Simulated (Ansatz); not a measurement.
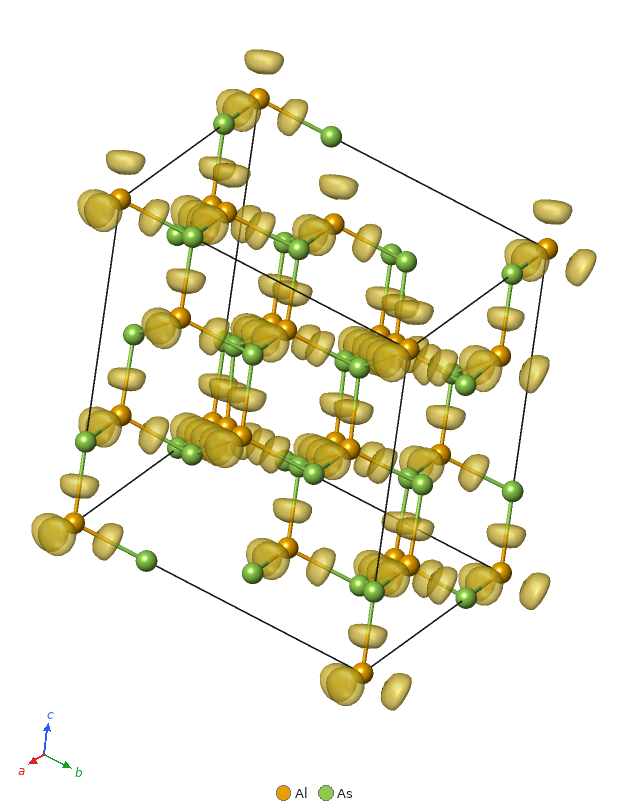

Al$_{15}$As$_{16}$ (cell with a defect). Isosurface of the electron localisation function at 0.8 (yellow), seen slightly off an axis. Core shells and regions of very low density are left out. Sticks mark near contacts.

Spin-polarised.

Theory: DFT PBE, scalar-relativistic, plane waves, PAW (Ansatz).

In a PAW calculation such maps are meaningful between the atoms, not at the nuclei.

Input file:

```
crystal:
  lattice:
    - [-5.7279123196, 5.7279123196, 5.7279123196]
    - [5.7279123196, -5.7279123196, 5.7279123196]
    - [5.7279123196, 5.7279123196, -5.7279123196]
  atoms:
    - { symbol: Al, position: [0.5, 0.25, 0.25] }
    - { symbol: Al, position: [0.5, 0.5, 0.0] }
    - { symbol: Al, position: [0.75, 0.75, 0.5] }
    - { symbol: Al, position: [0.5, 0.75, 0.75] }
    - { symbol: Al, position: [0.75, 0.0, 0.25] }
    - { symbol: Al, position: [0.75, 0.25, 0.0] }
    - { symbol: Al, position: [0.0, 0.5, 0.5] }
    - { symbol: Al, position: [0.75, 0.5, 0.75] }
    - { symbol: Al, position: [0.0, 0.75, 0.25] }
    - { symbol: Al, position: [0.0, 0.0, 0.0] }
    - { symbol: Al, position: [0.25, 0.25, 0.5] }
    - { symbol: Al, position: [0.0, 0.25, 0.75] }
    - { symbol: Al, position: [0.25, 0.5, 0.25] }
    - { symbol: Al, position: [0.25, 0.75, 0.0] }
    - { symbol: Al, position: [0.25, 0.0, 0.75] }
    - { symbol: As, position: [0.75, 1.0, 0.5], spin: 0.25 }
    - { symbol: As, position: [0.75, 0.25, 0.25] }
    - { symbol: As, position: [0.75, 0.5, 0.0] }
    - { symbol: As, position: [1.0, 0.75, 0.5] }
    - { symbol: As, position: [0.75, 0.75, 0.75] }
    - { symbol: As, position: [1.0, 1.0, 0.25] }
    - { symbol: As, position: [0.0, 0.25, 0.0] }
    - { symbol: As, position: [0.25, 0.5, 0.5] }
    - { symbol: As, position: [0.0, 0.5, 0.75] }
    - { symbol: As, position: [0.25, 0.75, 0.25], spin: 0.25 }
    - { symbol: As, position: [0.25, 0.0, 0.0] }
    - { symbol: As, position: [0.5, 0.25, 0.5], spin: 0.25 }
    - { symbol: As, position: [0.25, 0.25, 0.75] }
    - { symbol: As, position: [0.5, 0.5, 0.25] }
    - { symbol: As, position: [0.5, 0.75, 0.0] }
    - { symbol: As, position: [0.5, 0.0, 0.75], spin: 0.25 }
  host:
    lattice:
      - [0.0, 2.8639561598, 2.8639561598]
      - [2.8639561598, 0.0, 2.8639561598]
      - [2.8639561598, 2.8639561598, 0.0]
    atoms:
      - { symbol: Al, position: [0.0, 0.0, 0.0] }
      - { symbol: As, position: [0.75, 0.75, 0.75] }
basis:
  ecutwfc: 420
  xc_grid: 2
kpoints:
  mp_grid: { grid: [2, 2, 2], shift: [0.0, 0.0, 0.0] }
hamiltonian:
  xc: pbe
scf:
  occupations: { method: gaussian, width: 0.01 }
output:
  forces: true
  stress: false
  eigenvalues: true
  populations: true
  charged_corrections:
    defect_position: [0.5, 0.0, 0.5]
    epsilon: [[11.5641, 0.0, 0.0], [0.0, 11.5641, 0.0], [0.0, 0.0, 11.5641]]
  write_density: true
  write_potential: true
  elf: true
  volumetric_format: npy
magnetization:
  spin_polarized: true
relax:
  adjacent_minimum: "off"
  f_tol: 0.025
  max_steps: 45
```

Run with:

```sh
ansatz run input.yaml --threads 4 --pin off --max-ram 10240MiB --backend cpu --events-out ev --progress --plain --runs-dir out
```

The fields are those of the run's last geometry, not of the input's.

Q: What do the ELF domains correspond to?

A: The surface consists of 60 regions between bonded Al–As atoms, counted in one cell of 31 atoms. Any copies at cell faces, edges or corners count once.

Values along the shortest contacts:
Al–As (2.48 Å): the ELF peaks at about 0.90 between the atoms.
